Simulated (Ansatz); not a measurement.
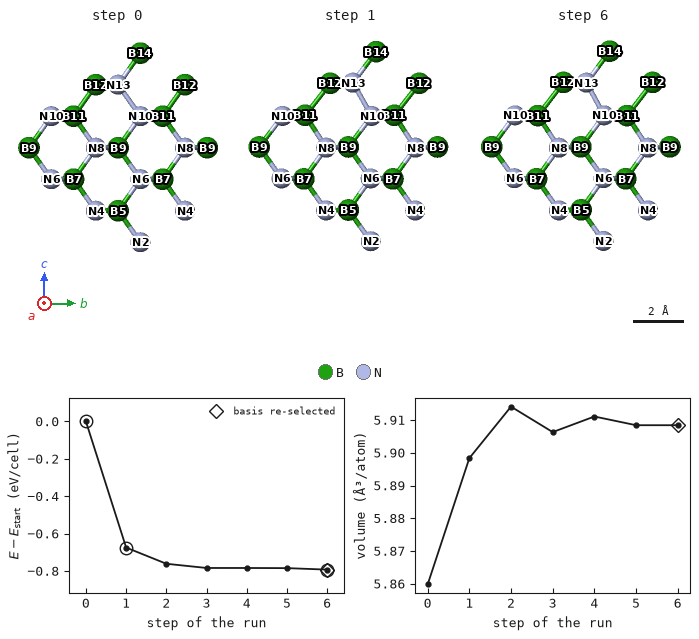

Frames of a relaxation of an interface cell of composition BN, marked on the history of the run. The picture is a ball-and-stick view of the atoms within 4.2 Å of the atom that moves most (axes of the cell of the calculation), seen along the a axis.

Case: antiphase boundary on (1 1 0), species swapped.

All numbers below come from DFT PBEsol, scalar-relativistic, plane waves, PAW (Ansatz).

The input:
```yaml
crystal:
  lattice:
    - [2.5496213016, 0.0, 0.0]
    - [0.0, 3.6057090236, 0.0]
    - [0.0, 0.0, 15.2977278095]
  atoms:
    - { symbol: B, position: [0.0, 0.0, 0.0] }
    - { symbol: "N", position: [0.0, 0.25, 0.0833333333] }
    - { symbol: B, position: [0.5, 0.5, 0.0833333333] }
    - { symbol: "N", position: [0.5, 0.75, 0.1666666667] }
    - { symbol: B, position: [0.0, 0.0, 0.1666666667] }
    - { symbol: "N", position: [1.0, 0.25, 0.25] }
    - { symbol: B, position: [0.5, 0.5, 0.25] }
    - { symbol: "N", position: [0.5, 0.75, 0.3333333333] }
    - { symbol: B, position: [0.0, 0.0, 0.3333333333] }
    - { symbol: "N", position: [0.0, 0.25, 0.4166666667] }
    - { symbol: B, position: [0.5, 0.5, 0.4166666667] }
    - { symbol: B, position: [0.5, 0.75, 0.5] }
    - { symbol: "N", position: [1.0, 0.0, 0.5] }
    - { symbol: B, position: [0.0, 0.25, 0.5833333333] }
    - { symbol: "N", position: [0.5, 0.5, 0.5833333333] }
    - { symbol: B, position: [0.5, 0.75, 0.6666666667] }
    - { symbol: "N", position: [0.0, 0.0, 0.6666666667] }
    - { symbol: B, position: [0.0, 0.25, 0.75] }
    - { symbol: "N", position: [0.5, 0.5, 0.75] }
    - { symbol: B, position: [0.5, 0.75, 0.8333333333] }
    - { symbol: "N", position: [1.0, 0.0, 0.8333333333] }
    - { symbol: B, position: [0.0, 0.25, 0.9166666667] }
    - { symbol: "N", position: [0.5, 0.5, 0.9166666667] }
    - { symbol: "N", position: [0.5, 0.75, 0.0] }
basis:
  ecutwfc: 420
kpoints:
  mp_grid: { grid: [10, 6, 2] }
hamiltonian:
  xc: pbesol
scf:
  occupations: { method: gaussian, width: 0.05 }
output:
  forces: true
  stress: true
  eigenvalues: true
  populations: true
relax:
  adjacent_minimum: "off"
  f_tol: 0.02
  max_steps: 45
  cell: { fix: [a, b, alpha, beta, gamma], stress_tol: 0.1 }
```

Command:
```bash
ansatz run input.yaml --threads 2 --pin off --max-ram 5120MiB --backend cpu --events-out ev --progress --plain --runs-dir out
```

What happens along the run?

Answer. The largest moves relative to the cell, 0.13 Å, are those of B3, B9, B14 and B20. B9 goes along −b. Largest moves by element: B 0.13 Å, N 0.13 Å. The drawn cell changes as follows: a unchanged at 2.550 Å, b unchanged at 3.606 Å, c 15.298 → 15.425 Å (+0.8 %); the volume changes by +0.8 %. Near-neighbour distances that change, for instance: B11–B12 1.561 → 1.692 Å, N10–N13 1.561 → 1.507 Å, B12–N13 1.561 → 1.577 Å, B7–N8 1.561 → 1.548 Å. Among the angles between lasting bonds that change: N10–N13–B14 109.5° → 115.0°, N10–N13–B12 109.5° → 106.6°, B9–N8–B11 109.5° → 107.0°. Over 5 accepted moves (6 points after the start) the energy falls by 0.793 eV per cell of the calculation. Largest force component: 1.6 eV/Å at the start, 0.004 eV/Å at the end. Pressure: 5.88 GPa at the start and 2.16 GPa at the end. The SCF was repeated once at an unchanged geometry on a basis and grid sized afresh for the cell, which shifted the energy by 8.0 meV per cell of the calculation at most. The run took 2.8 min on 2 threads of Arm Neoverse V2, with other jobs on the host, peak memory 0.69 GiB. From step 0 to 1: N and B atoms move most (0.11 Å), volume +0.7 %, energy −0.675 eV per cell of the calculation. From step 1 to 6: B atoms move most (0.03 Å), volume +0.2 %, energy −0.118 eV per cell of the calculation.
